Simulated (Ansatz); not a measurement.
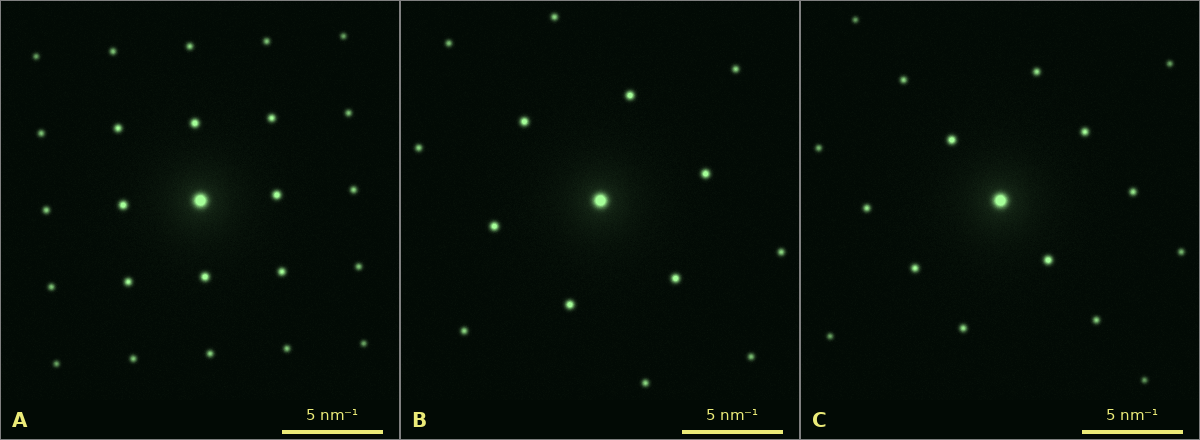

Simulated selected-area electron diffraction patterns (300 kV, kinematic approximation, thin crystal, B = 0.5 Å² for all atoms).

All three come from Os, space group Pm-3m (No. 221), a = 2.60 Å. Structure: coordinates from a relaxation with Ansatz 0.2.0, DFT, BLYP, plane waves (420 eV) with PAW, scalar-relativistic; the starting structure was generated, so it need not be a known form of this composition.

Q: Assign the zone axes [001], [110], [111] to A, B and C.

A: A is [001]: square net of 1 0 0 at d = 2.60 Å and 0 1 0 at d = 2.60 Å, at 90.0°. B is [111]: hexagonal net of -1 1 0 at d = 1.84 Å and -1 0 1 at d = 1.84 Å, at 60.0°. C is [110]: rectangular net of 0 0 1 at d = 2.60 Å and 1 -1 0 at d = 1.84 Å, at 90.0°.
